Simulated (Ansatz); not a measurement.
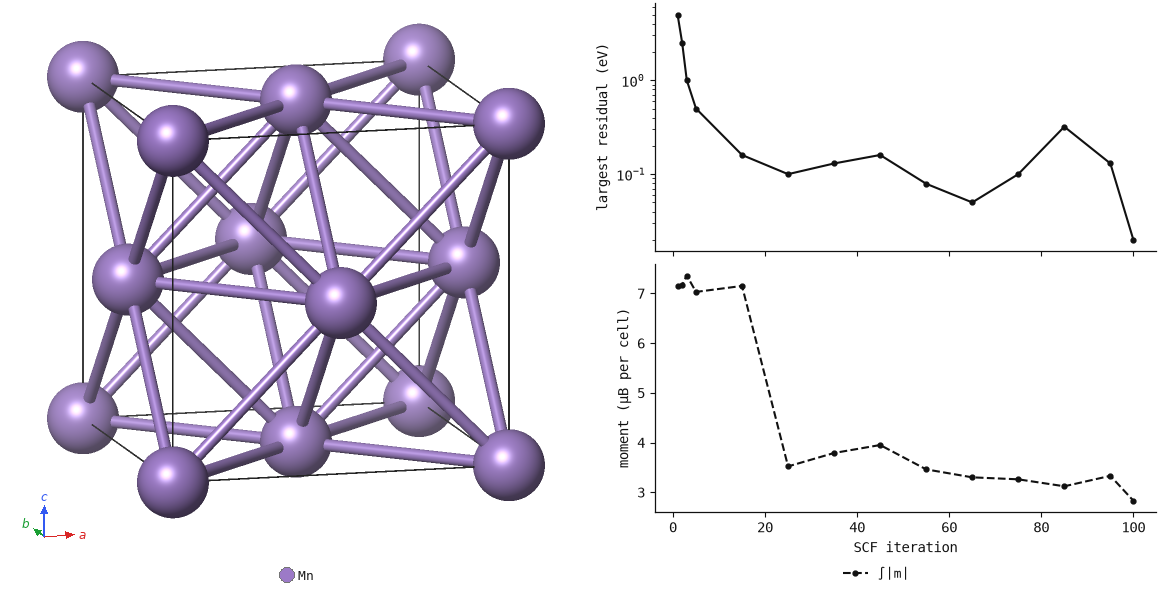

Beside the plot: the structure in its conventional cell.

The plot shows the SCF iterations of a calculation: largest residual, magnetic moments. Only some iterations were kept.

Program: Ansatz.

```
crystal:
  lattice:
    - [3.7, 0, 0]
    - [0, 3.7, 0]
    - [0, 0, 3.7]
  atoms:
    - { symbol: Mn, position: [0, 0, 0], spin: 2.5, spin_axis: [0.2882, 0.1275, 1] }
    - { symbol: Mn, position: [0.5, 0.5, 0], spin: 2.5, spin_axis: [-0.2311, 0.3461, 1] }
    - { symbol: Mn, position: [0.5, 0, 0.5], spin: 2.5, spin_axis: [0.0504, -0.0427, 1] }
    - { symbol: Mn, position: [0, 0.5, 0.5], spin: 2.5, spin_axis: [-0.0515, 0.1589, 1] }
basis:
  ecutwfc: 1200
  ecutrho_ratio: 4
kpoints:
  mp_grid: { grid: [4, 4, 4], shift: [0, 0, 0] }
hamiltonian:
  xc: pbe
  dispersion: none
  pseudopotentials: { kind: nc, accuracy: standard }
  noncollinear_xc: multicollinear
magnetization:
  noncollinear: true
scf:
  occupations: { method: gaussian, width: 0.1 }
  mixing: { algorithm: broyden }
```

### How did this run end?

The run gave up at step 100 without converging. The residual is still falling at the last step (down to 0.02).

### How do the moments develop?

The integral of |m| doesn't settle. Over the last points it still swings between 2.8 and 3.5 μB per cell.
